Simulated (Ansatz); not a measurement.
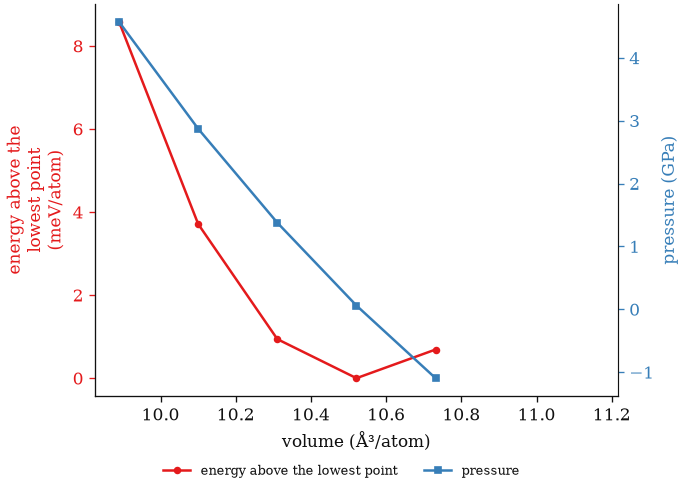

The figure shows the energy above the lowest point and pressure against volume for F, space group Pm-3m (No. 221) (one of a set of cubic test structures, which need not be the stable phase).

Computed with Ansatz 0.2.0 development build: equation of state of a cubic crystal from periodic Kohn-Sham density functional theory without spin, third-order Birch-Murnaghan fit to the free energies; pressure corrected for the finite basis. Level: PBE.

structure type simple cubic; atoms in cell 1; space group number 221; lattice centring simple cubic; k mesh 49×49×49; occupation method Fermi–Dirac; occupation width 0.06123 eV; wave cutoff 420 eV; datasets soft-1 PAW; density tolerance 1e−07 eV; bands 8; density cutoff ratio 4; search for lower states default.

The points at volume 10.94 Å³/atom and 11.15 Å³/atom are left out of the plot. What values does the calculation give there?

```json
{"volume (Å³/atom)": "10.94", "energy above the lowest point (meV/atom)": "2.809", "pressure (GPa)": "-2.114"}
{"volume (Å³/atom)": "11.15", "energy above the lowest point (meV/atom)": "6.177", "pressure (GPa)": "-3.007"}
```

Caveats: cubic model structure, not the ambient form; no spin polarisation, a magnetic state may lie lower.
